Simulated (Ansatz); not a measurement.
## CuBiPbS3 (Aikinite): a band-gap study from r2SCAN to G0W0 at the band limit

The study climbs from cheap functionals to G0W0 on CuBiPbS3 (Aikinite) and then asks what each convergence step is worth.

Program: Ansatz 0.2.0. Level of theory: density functionals, hybrids, G0W0, plane waves, PAW. Results are calculated unless marked as measured.

In doubt: one-shot GW on d or f shells is unsure (step 6), so the values of those runs are not to be relied on.

### 1. Starting point

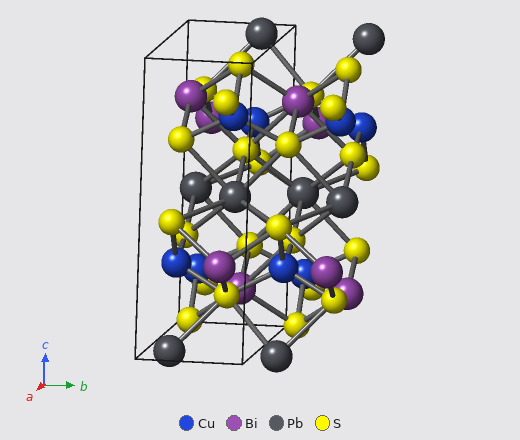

The starting structure, seen slightly off an axis (copper blue, bismuth purple, lead dark grey, sulfur yellow). 1×2×1 cells are drawn.

The cell and positions come from the Crystallography Open Database and are kept as given unless a step says otherwise. Spin-orbit coupling is left out unless a step names it. The default PAW set here is soft_2. Its files were made with PBE.

### 2. r2SCAN bands

Levels along a band path, at the cheap level, show where the edges lie and whether the meshes to come will hold them.

This step: DFT, r2SCAN, plane waves, PAW.

Contents of input.yaml:

```yaml
crystal:
  lattice:
    - [11.638, 0.0, 0.0]
    - [0.0, 4.039, 0.0]
    - [0.0, 0.0, 11.319]
  atoms:
    - { symbol: Cu, position: [0.2338, 0.25, 0.2085] }
    - { symbol: Cu, position: [0.2662, 0.75, 0.7085] }
    - { symbol: Cu, position: [0.7338, 0.25, 0.2915] }
    - { symbol: Cu, position: [0.7662, 0.75, 0.7915] }
    - { symbol: Bi, position: [0.0189, 0.25, 0.6827] }
    - { symbol: Bi, position: [0.4811, 0.75, 0.1827] }
    - { symbol: Bi, position: [0.5189, 0.25, 0.8173] }
    - { symbol: Bi, position: [0.9811, 0.75, 0.3173] }
    - { symbol: Pb, position: [0.8329, 0.25, 0.0105] }
    - { symbol: Pb, position: [0.6671, 0.75, 0.5105] }
    - { symbol: Pb, position: [0.3329, 0.25, 0.4895] }
    - { symbol: Pb, position: [0.1671, 0.75, 0.9895] }
    - { symbol: S, position: [0.716, 0.25, 0.6986] }
    - { symbol: S, position: [0.784, 0.75, 0.1986] }
    - { symbol: S, position: [0.216, 0.25, 0.8014] }
    - { symbol: S, position: [0.284, 0.75, 0.3014] }
    - { symbol: S, position: [0.0467, 0.25, 0.14] }
    - { symbol: S, position: [0.4533, 0.75, 0.64] }
    - { symbol: S, position: [0.5467, 0.25, 0.36] }
    - { symbol: S, position: [0.9533, 0.75, 0.86] }
    - { symbol: S, position: [0.3775, 0.25, 0.0559] }
    - { symbol: S, position: [0.1225, 0.75, 0.5559] }
    - { symbol: S, position: [0.8775, 0.25, 0.4441] }
    - { symbol: S, position: [0.6225, 0.75, 0.9441] }
kpoints:
  mp_grid: { grid: [2, 6, 2] }
  band_path:
    path:
      - [[0.0, 0.0, 0.0], [0.5, 0.0, 0.0], [0.5, 0.5, 0.0], [0.0, 0.5, 0.0], [0.0, 0.0, 0.0], [0.0, 0.0, 0.5], [0.5, 0.0, 0.5], [0.5, 0.5, 0.5], [0.0, 0.5, 0.5], [0.0, 0.0, 0.5]]
      - [[0.5, 0.0, 0.0], [0.5, 0.0, 0.5]]
      - [[0.0, 0.5, 0.0], [0.0, 0.5, 0.5]]
      - [[0.5, 0.5, 0.0], [0.5, 0.5, 0.5]]
    npoints: 10
hamiltonian:
  xc: r2scan
scf:
  occupations: { method: fermi_dirac, width: 0.02 }
  n_extra_bands: 12
output:
  eigenvalues: true
```

The run is started by

```sh
$ ansatz run input.yaml --threads 16 --pin off --max-ram 82944MiB --backend cuda --events-out ev --progress --plain --runs-dir out --devices 1 --max-vram 78GiB
```

Numbers of over 12 decimals in the logs are rounded to 6 here.

The program printed:

```text
scf.n_extra_bands = 12 over 132 filled bands (N_el = 264.0): the run solves 144 bands
GPUs: using 1 of 1 available (devices: 1).
Engine: ansatz 0.2.0, aarch64-unknown-linux-gnu
Pseudopotentials: kind: paw
Pseudopotential: Cu, paw, valence charge 19, recommended cutoff 500 eV (meta_gga), Cu.paw.azcp
Pseudopotential: Bi, paw, valence charge 15, recommended cutoff 500 eV (meta_gga), Bi.paw.azcp
Pseudopotential: Pb, paw, valence charge 14, recommended cutoff 500 eV (meta_gga), Pb.paw.azcp
Pseudopotential: S, paw, valence charge 6, recommended cutoff 500 eV (meta_gga), S.paw.azcp
Functional definition: r2SCAN
  parameter k0 = 0.174
  parameter k1 = 0.065
  parameter a1 = 4.9479
  exchange = r2scan_x(k0 = k0, k1 = k1, a1 = a1)
  correlation = r2scan_c
[...]
Crystal: 24 atoms, lattice volume = 532.060 Å³
Basis set: ecut = 500 eV, 13537 PW (Γ), exchange–correlation on 360×120×360 points (64 copies of the dense FFT grid, shifted against one another)
Bands: 144, of which v1, the nominal top of the filled ones, is band 132 counted from 1 (131 counted from 0)
Symmetry: 8 space group operations
Space group: Pnma (ITA 62), of the structure as read, at distance tolerance 8.1e-5 Å
k-points: 16 of 24
Non-local potential: Cu, projectors of the file, l = 0: 3, l = 1: 2, l = 2: 3, l = 3: 1
Non-local potential: Bi, projectors of the file, l = 0: 2, l = 1: 2, l = 2: 2, l = 3: 2
Non-local potential: Pb, projectors of the file, l = 0: 2, l = 1: 2, l = 2: 2, l = 3: 2
Non-local potential: S, projectors of the file, l = 0: 2, l = 1: 2, l = 2: 2
PAW form: soft (Blöchl's): semilocal exchange-correlation on the pseudo side does not see the compensation charge
PAW frozen core: Cu, regenerated for the run's functional (the file was generated under x = pbe(κ = 0.804, μ = 0.219515), c = pbe(β = 0.066725))
PAW frozen core: Bi, regenerated for the run's functional (the file was generated under x = pbe(κ = 0.804, μ = 0.219515), c = pbe(β = 0.066725))
PAW frozen core: Pb, regenerated for the run's functional (the file was generated under x = pbe(κ = 0.804, μ = 0.219515), c = pbe(β = 0.066725))
PAW frozen core: S, regenerated for the run's functional (the file was generated under x = pbe(κ = 0.804, μ = 0.219515), c = pbe(β = 0.066725))
PAW one-centre angular grid: Cu, 590 points (default); XC on 160 Gauss nodes
PAW one-centre angular grid: Bi, 590 points (default); XC on 160 Gauss nodes
PAW one-centre angular grid: Pb, 590 points (default); XC on 160 Gauss nodes
[...]
Initial density: superposition of atomic densities (neutral atoms: chi_scale 0, normalization atom), corrected by the library's trained network
Initial wavefunctions: pseudopotential atomic-orbital guess
[...]
Functional: x = r2scan, c = r2scan; τ floored in thin density (d = 2e-4 eV/Å³)
SCF iter   1: F=—  HF=-134733.304661 eV  |F-HF|=—  |Δ(HF+E_count)|=         —  Δρ=1.97e-2  dr2=1.41e0  dr2_τ=6.61e-2  ethr=1.77e-3  ⟨swp⟩=6.3  Hψ=9272  notcnv=0  defer=5
preconditioner: auto → Resta (q_TF=auto, 2.428 Å⁻¹)  ε∞=4.6  [insulator: Δε(μ)=1.191 eV  Ē_g=12.876 eV  σ=0.020 eV  W_gap=1.00  n_scr=134 (ndim 8)  ℏωp=24.5 eV  f_vac=0.016  D(μ)=0.00/eV (n_scr^D=0)  ε∞_Penn≈4.6]
SCF iter   2: F=—  HF=-134733.501271 eV  |F-HF|=—  |Δ(HF+E_count)|=   1.97e-1  Δρ=1.79e-2  dr2=1.09e0  dr2_τ=9.83e-3  ethr=5.33e-4  ⟨swp⟩=2.0  Hψ=5024  notcnv=0  defer=96
SCF iter   3: F=—  HF=-134733.257889 eV  |F-HF|=—  |Δ(HF+E_count)|=   2.43e-1  Δρ=5.48e-3  dr2=1.25e-1  dr2_τ=1.00e-3  ethr=4.12e-4  ⟨swp⟩=2.1  Hψ=4544  notcnv=0  defer=96
SCF iter   4: F=—  HF=-134733.243459 eV  |F-HF|=—  |Δ(HF+E_count)|=   1.44e-2  Δρ=1.44e-3  dr2=7.51e-3  dr2_τ=1.94e-4  ethr=4.74e-5  ⟨swp⟩=2.0  Hψ=3270  notcnv=0  defer=104
SCF iter   5: F=—  HF=-134733.244764 eV  |F-HF|=—  |Δ(HF+E_count)|=   1.30e-3  Δρ=7.42e-4  dr2=2.11e-3  dr2_τ=2.21e-5  ethr=2.84e-6  ⟨swp⟩=2.0  Hψ=2581  notcnv=0  defer=104
SCF iter   6: F=—  HF=-134733.245587 eV  |F-HF|=—  |Δ(HF+E_count)|=   8.23e-4  Δρ=1.57e-4  dr2=1.13e-4  dr2_τ=3.33e-6  ethr=7.98e-7  ⟨swp⟩=2.0  Hψ=3159  notcnv=0  defer=104
[...]
SCF 1 converged in 9 iterations: F = -134733.244616 eV  dr2 = 6.86e-8
[...]
SCF converged after 9 iterations
[...]
k-point 1: bands = ["-106.0799", "-106.0799", "-106.0799", "-106.0799", "-61.9434", "-61.9434", "-61.9434", "-61.9434", "-61.9371", "-61.9371", "-61.9371", "-61.9371", "-61.9225", "-61.9225", "-61.9225", "-61.9225", "-14.9653", "-14.9653", "-14.9635", "-14.9635", "-14.9476", "-14.9476", "-14.9459", "-14.9459", "-14.9426", "-14.9426", "-14.9401", "-14.9401", "-14.9194", "-14.9194", "-14.9187", "-14.9187", "-14.9177" [...]
  k-point 2: bands = ["-106.0799", "-106.0799", "-106.0799", "-106.0799", "-61.9434", "-61.9434", "-61.9434", "-61.9434", "-61.9371", "-61.9371", "-61.9371", "-61.9371", "-61.9225", "-61.9225", "-61.9225", "-61.9225", "-14.9584", "-14.9581", "-14.9553", "-14.9550", "-14.9516", "-14.9516", "-14.9515", "-14.9515", "-14.9417", "-14.9415", "-14.9397", "-14.9393", "-14.9212", "-14.9211", "-14.9205", "-14.9205", "-14.9186" [...]
  k-point 15: bands = ["-106.0799", "-106.0799", "-106.0799", "-106.0799", "-61.9434", "-61.9434", "-61.9434", "-61.9434", "-61.9372", "-61.9372", "-61.9372", "-61.9372", "-61.9225", "-61.9225", "-61.9225", "-61.9225", "-14.9729", "-14.9729", "-14.9729", "-14.9729", "-14.9389", "-14.9389", "-14.9389", "-14.9389", "-14.9281", "-14.9281", "-14.9281", "-14.9281", "-14.9255", "-14.9255", "-14.9255", "-14.9255", "-14.9164 [...]
```

Wall time 5.9 s (1 × NVIDIA GB200 (shared by 2 runs) with 16 threads of Arm Neoverse V2, shared host); peak memory 1.9 GiB; 53 s of CPU time.

In the SCF lines HF is the Harris–Foulkes energy and dr2 the Hartree energy of the density residual, in eV; the loop may stop once dr2 is under the threshold and the program's other checks hold. Hψ counts applications of the Hamiltonian.

This step gave:

| Quantity | Value |
| --- | --- |
| filled bands | 132 |
| gap | 0.8559 eV |
| valence top at | k = (0.000, 0.000, 0.450) |
| conduction bottom at | k = (0.000, 0.250, 0.000) |
| least direct gap | 0.9050 eV |

The gap is indirect, with the least direct gap 0.05 eV higher.

The electronic bands at the labelled points (eV, zero at the top of the highest nominally filled band):

```tsv
point	band 129	band 130	band 131	band 132	band 133	band 134	band 135	band 136
Γ	-0.32	-0.21	-0.20	-0.16	1.16	1.17	1.33	1.62
X	-0.31	-0.31	-0.13	-0.13	1.37	1.37	1.41	1.41
S	-0.62	-0.62	-0.62	-0.62	1.91	1.91	1.91	1.91
Y	-0.65	-0.65	-0.64	-0.64	1.65	1.65	1.75	1.75
Γ	-0.32	-0.21	-0.20	-0.16	1.16	1.17	1.33	1.62
Z	-0.31	-0.31	0.00	0.00	0.96	0.96	1.77	1.77
U	-0.27	-0.27	-0.25	-0.25	1.25	1.25	1.90	1.90
R	-0.77	-0.77	-0.77	-0.77	1.79	1.79	1.79	1.79
T	-0.79	-0.79	-0.73	-0.73	1.31	1.31	1.73	1.73
Z	-0.31	-0.31	0.00	0.00	0.96	0.96	1.77	1.77
jump to X	-0.31	-0.31	-0.13	-0.13	1.37	1.37	1.41	1.41
U	-0.27	-0.27	-0.25	-0.25	1.25	1.25	1.90	1.90
jump to Y	-0.65	-0.65	-0.64	-0.64	1.65	1.65	1.75	1.75
T	-0.79	-0.79	-0.73	-0.73	1.31	1.31	1.73	1.73
jump to S	-0.62	-0.62	-0.62	-0.62	1.91	1.91	1.91	1.91
R	-0.77	-0.77	-0.77	-0.77	1.79	1.79	1.79	1.79
```

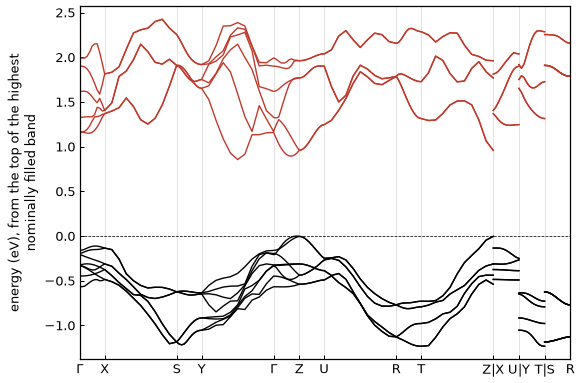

Electronic bands along the path; lines of filled and empty bands in two colours.

### 3. r2SCAN+SOC

The many-body steps leave out spin-orbit coupling, so its effect is taken from a two-component run, with twice the bands.

This step: DFT, r2SCAN with spin-orbit coupling, plane waves, PAW.

Edit input.yaml of step 2 so:

```diff
@@ -34,7 +34,14 @@
     path:
-      - [[0.0, 0.0, 0.0], [0.5, 0.0, 0.0], [0.5, 0.5, 0.0], [0.0, 0.5, 0.0], [0.0, 0.0, 0.0], [0.0, 0.0, 0.5], [0.5, 0.0, 0.5], [0.5, 0.5, 0.5], [0.0, 0.5, 0.5], [0.0, 0.0, 0.5]]
-      - [[0.5, 0.0, 0.0], [0.5, 0.0, 0.5]]
-      - [[0.0, 0.5, 0.0], [0.0, 0.5, 0.5]]
-      - [[0.5, 0.5, 0.0], [0.5, 0.5, 0.5]]
-    npoints: 10
+      - [0.0, 0.0, 0.0]
+      - [0.5, 0.0, 0.0]
+      - [0.5, 0.5, 0.0]
+      - [0.0, 0.5, 0.0]
+      - [0.0, 0.0, 0.5]
+      - [0.5, 0.0, 0.5]
+      - [0.5, 0.5, 0.5]
+      - [0.0, 0.5, 0.5]
+      - [0.0, 0.0, 0.45]
+      - [0.0, 0.25, 0.0]
+      - [0.0, 0.0, 0.35]
+    npoints: 1
 hamiltonian:
@@ -43,3 +50,6 @@
   occupations: { method: fermi_dirac, width: 0.02 }
-  n_extra_bands: 12
+  n_extra_bands: 24
+magnetization:
+  noncollinear: true
+  spin_orbit: true
 output:
```

The program printed:

```text
[...]
GPUs: using 1 of 1 available (devices: 1).
[...]
non-collinear run that drives no moment, with spin-orbit: no starting moment large enough to seed its density (crystal.atoms[].spin), no starting occupations that ask for one, no magnetisation constraint and no magnetic field, so the semilocal B_xc is pinned to zero
[...]
Crystal: 24 atoms, lattice volume = 532.060 Å³
[...]
SCF iter   1: F=—  HF=-134456.129989 eV  |F-HF|=—  |Δ(HF+E_count)|=         —  Δρ=4.29e-2  dr2=1.85e1  dr2_τ=5.75e-2  dr2_m=0.00e0 (ungated)  ethr=3.10e-3  |M|=0.00e0 ∫|m|=0.00e0 μB  |m|>n=0.0e0 m-floor=0.0e0 τ_xc=0.0e0  β_m=0.30  ⟨swp⟩=6.9  Hψ=11098  notcnv=0  defer=10
[...]
spin=Noncollinear: Resta preconditioning applied to the charge; magnetization (m_x, m_y, m_z) channels mix plain (no charge-response kernel on spin).
[...]
SCF 1 converged in 11 iterations: F = -134452.696002 eV  dr2 = 6.45e-8
[...]
SCF converged after 11 iterations
[...]
```

The job ended after 9 s (1 × NVIDIA GB200 (shared by 2 runs) with 16 threads; peak memory 3.7 GiB; 66 s of CPU time).

This step gave:

```
gap                  : 0.5422 eV
valence top at       : k = (0.000, 0.000, 0.450)
conduction bottom at : k = (0.000, 0.000, 0.350)
least direct gap     : 0.5511 eV
```

The gap stands −0.31 eV against r2SCAN.

### 4. HSE06

HSE06 mixes in a quarter of exact exchange at short range. Exchange couples all pairs of k points, which makes a full band path dear, so levels are read on the mesh and at chosen points.

This step: DFT, HSE06, plane waves, PAW.

Edit input.yaml of step 3 so:

```diff
@@ -31,3 +31,3 @@
 kpoints:
-  mp_grid: { grid: [2, 6, 2] }
+  mp_grid: { grid: [2, 4, 2] }
   band_path:
@@ -47,9 +47,6 @@
 hamiltonian:
-  xc: r2scan
+  xc: hse06
 scf:
-  occupations: { method: fermi_dirac, width: 0.02 }
-  n_extra_bands: 24
-magnetization:
-  noncollinear: true
-  spin_orbit: true
+  occupations: { method: fixed }
+  n_extra_bands: 12
 output:
```

The program printed:

```text
[...]
GPUs: using 1 of 1 available (devices: 1).
[...]
davidson cushion auto → on  (no smearing: the cushion is to keep the highest requested band from converging to the state above it; pin scf.eigensolver.cushion to override)
[...]
Crystal: 24 atoms, lattice volume = 532.060 Å³
Basis set: ecut = 420 eV, 10407 PW (Γ)
Bands: 144, of which v1, the nominal top of the filled ones, is band 132 counted from 1 (131 counted from 0)
Symmetry: 8 space group operations
[...]
k-points: 12 of 16
[...]
SCF iter   6: F=-134545.900968 eV  HF=-134545.900955 eV  |F-HF|=1.28e-5  |Δ(HF+E_count)|=   1.27e-5  Δρ=7.31e-5  dr2=2.21e-5  ethr=1.77e-7  ⟨swp⟩=3.4  Hψ=3970  notcnv=0
SCF 1 stopped early in 6 iterations: F = -134545.900968 eV  dr2 = 2.21e-5
[...]
hybrid outer 1: dexx = +1.563e-1 eV, tail = 7.58e-4 eV
[...]
SCF 3 converged in 6 iterations: F = -134578.142286 eV  dr2 = 4.81e-8
[...]
hybrid outer 2: dexx = +2.793e-5 eV, tail = 5.14e-7 eV, Δε = 4.89e-3 eV (about 1.72e-4 eV left of the loop's levels)
[...]
```

The job ended after 58 s (1 × NVIDIA GB200 (shared by 2 runs) with 16 threads; peak memory 4.1 GiB; 9.8 min of CPU time).

Numbers from this step:

```yaml
gap: 1.434 eV
valence_top_at: k = (0.000, 0.000, 0.450)
conduction_bottom_at: k = (0.000, 0.250, 0.000)
least_direct_gap: 1.449 eV
```

The gap stands +0.58 eV against r2SCAN.

### 5. HSE06+SOC

This step: DFT, HSE06 with spin-orbit coupling, plane waves, PAW.

Edit input.yaml of step 4 so:

```diff
@@ -49,4 +49,7 @@
 scf:
-  occupations: { method: fixed }
-  n_extra_bands: 12
+  occupations: { method: fermi_dirac, width: 0.02 }
+  n_extra_bands: 24
+magnetization:
+  noncollinear: true
+  spin_orbit: true
 output:
```

The program printed:

```text
[...]
GPUs: using 1 of 1 available (devices: 1).
[...]
Crystal: 24 atoms, lattice volume = 532.060 Å³
Basis set: ecut = 420 eV, 10407 PW (Γ)
Bands: 288, of which v1, the nominal top of the filled ones, is band 264 counted from 1 (263 counted from 0)
Symmetry: 8 space group operations + 8 with time reversal
[...]
k-points: 12 of 16
Projection manifold: j_resolved (fully-relativistic pseudo-atomic orbitals)
[...]
SCF iter   2: F=—  HF=-134868.221387 eV  |F-HF|=—  |Δ(HF+E_count)|=    2.06e0  Δρ=4.20e-2  dr2=6.26e0  dr2_m=0.00e0 (ungated)  ethr=6.00e-3  |M|=0.00e0 ∫|m|=0.00e0 μB  |m|>n=0.0e0 m-floor=0.0e0 τ_xc=0.0e0  β_m=0.28  ⟨swp⟩=4.8  Hψ=9883  notcnv=0
[...]
hybrid outer 1: dexx = +1.617e-1 eV, tail = 7.11e-4 eV
[...]
SCF 3 converged in 6 iterations: F = -134667.422216 eV  dr2 = 1.46e-8
[...]
```

It took 4 min on 1 × NVIDIA GB200 (shared by 2 runs) with 16 threads; peak memory 13 GiB; 39 min of CPU time.

This step gave:

* gap: 1.013 eV
* valence top at: k = (0.000, 0.000, 0.450)
* conduction bottom at: k = (0.000, 0.000, 0.350)
* least direct gap: 1.024 eV

The gap stands −0.42 eV against HSE06.

### 6. G0W0, 2×4×2 mesh, 707 empty bands, screening to 70 eV, hard PAW files

G0W0 replaces the xc potential by the self-energy, built once from these orbitals. Only a window of levels is corrected, while the sums run over the empty bands that the input names. This step takes hard PAW files.

This step: G0W0 on r2SCAN, plane waves, PAW.

Edit input.yaml of step 5 so:

```diff
@@ -32,25 +32,12 @@
   mp_grid: { grid: [2, 4, 2] }
-  band_path:
-    path:
-      - [0.0, 0.0, 0.0]
-      - [0.5, 0.0, 0.0]
-      - [0.5, 0.5, 0.0]
-      - [0.0, 0.5, 0.0]
-      - [0.0, 0.0, 0.5]
-      - [0.5, 0.0, 0.5]
-      - [0.5, 0.5, 0.5]
-      - [0.0, 0.5, 0.5]
-      - [0.0, 0.0, 0.45]
-      - [0.0, 0.25, 0.0]
-      - [0.0, 0.0, 0.35]
-    npoints: 1
 hamiltonian:
-  xc: hse06
+  xc: r2scan
+  pseudopotentials: { kind: paw, source: ansatz }
 scf:
-  occupations: { method: fermi_dirac, width: 0.02 }
-  n_extra_bands: 24
-magnetization:
-  noncollinear: true
-  spin_orbit: true
-output:
-  eigenvalues: true
+  occupations: { method: fixed }
+gw:
+  n_empty_bands: 707
+  ecut_chi: 70.0
+  qp_bands: [v4, c4]
+  qp_kpoints: band_edges
+  screening: { model: contour_deformation }
```

The program printed:

```text
GPUs: using 1 of 1 available (devices: 1).
[...]
Crystal: 24 atoms, lattice volume = 532.060 Å³
Basis set: ecut = 700 eV, 22375 PW (Γ), exchange–correlation on 480×160×480 points (64 copies of the dense FFT grid, shifted against one another)
Bands: 197, of which v1, the nominal top of the filled ones, is band 164 counted from 1 (163 counted from 0)
Symmetry: 8 space group operations
[...]
k-points: 12 of 16
[...]
5   166     11.5080   -10.3990    -3.0626   -13.6655  0.7831    11.7125    11.7120  root
     5   167     11.9224   -10.4177    -3.0235   -13.6991  0.7791    12.1814    12.1803  root
[...]
11   165     11.9803   -10.1184    -3.1859   -13.5361  0.7781    12.2130    12.2120  root
    11   166     11.9803   -10.1184    -3.1859   -13.5361  0.7781    12.2130    12.2120  root
    11   167     11.9803   -10.1184    -3.1859   -13.5361  0.7781    12.2130    12.2120  root
    11   168     11.9803   -10.1184    -3.1859   -13.5361  0.7781    12.2130    12.2120  root
[key lines of the parts left out:]
SCF converged after 12 iterations
```

Run time: 78 s. Hardware: 1 × NVIDIA GB200 (shared by 2 runs) with 16 threads; peak memory 14 GiB; 3.6 min of CPU time.

This step gave:

* bands summed: 871
* RPA ε∞ on this mesh (eigenvalues): 12.06, 13.17, 13.47
* plane waves in the screening matrix: 721
* G0W0 gap on the mesh: 1.014 eV
* k of the valence top: 0, 0, -0.5
* k of the conduction bottom: 0, 0.25, 0
* starting gap on the mesh: 0.8598 eV
* least direct G0W0 gap on the computed points: 1.118 eV

The gap on the mesh goes from 0.86 eV to 1.01 eV, a correction of +0.15 eV. Between the two edge states, bare exchange in place of the xc potential would open the gap by 7.38 eV, and correlation takes back 7.23 eV.

[end of part 1 of 2]

[Paths, hosts, dates, memory and timing lines, banners, echoed tables and standing remarks are left out of the program output.]

[Logs are printed without paths, hosts, clocks, repeated set-up lines and the standing remarks that a program may print on its own settings, such as how far it seeks lower states.]

[Runs of the session that timed out or met a known fault of the program may be left out.]

[Cells called generated may have been cut or substituted from an entry of the Crystallography Open Database or the Materials Project.]

[Hosts, paths, dates, database ids (printed as entryN), source tags and the programs' standing remarks are cut or masked in the printed files.]
